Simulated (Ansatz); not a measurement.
Consider TiB.

Input file:

```
crystal:
  lattice:
    - [0.0, 2.4378167069, 2.4378167069]
    - [2.4378167069, 0.0, 2.4378167069]
    - [2.4378167069, 2.4378167069, 0.0]
  atoms:
    - { symbol: Ti, position: [0.75, 0.75, 0.75] }
    - { symbol: B, position: [0.0, 0.0, 0.0] }
basis:
  ecutwfc: 420
kpoints:
  mp_grid: { grid: [14, 14, 14] }
hamiltonian:
  xc: pbesol
scf:
  occupations: { method: gaussian, width: 0.1 }
output:
  forces: true
  stress: true
  eigenvalues: true
  write_density: true
  write_potential: true
  elf: true
  volumetric_format: npy
relax:
  adjacent_minimum: "off"
  f_tol: 0.008
  max_steps: 50
  cell: { stress_tol: 0.08, p_target: 2.0 }
```

Run with:

```sh
ansatz run input.yaml --threads 1 --pin off --max-ram 2560MiB --backend cpu --events-out ev --progress --plain --runs-dir out
```

Below, planes, directions and counts refer to the conventional cell (a = 4.88 Å, b = 4.88 Å, c = 4.88 Å, α = 90.00°, β = 90.00°, γ = 90.00°).

Space group F-43m; computed pressure about 2 GPa in this cell; computed without spin polarisation.

Level of theory: DFT PBEsol, scalar-relativistic, plane waves, PAW (Ansatz).

**Predict the valence pseudo-density and electron localisation function between the atoms.**

Ti–B (2.11 Å): the density is about 0.55 e/Å³ at the midpoint; the ELF peaks at about 0.75 in the valence shell of B, 0.7 Å from its nucleus, and is about 0.35 at the midpoint.

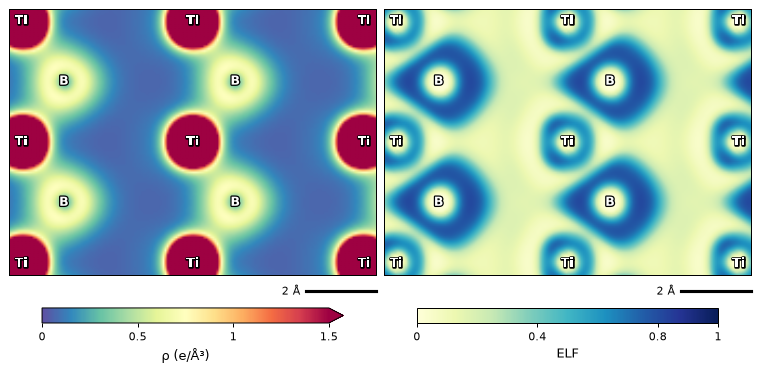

Computed valence pseudo-density and electron localisation function on the (011) plane of the conventional cell, in this order. 

Core electrons are frozen (PAW), and the valence fields are smoothed inside the atomic spheres.
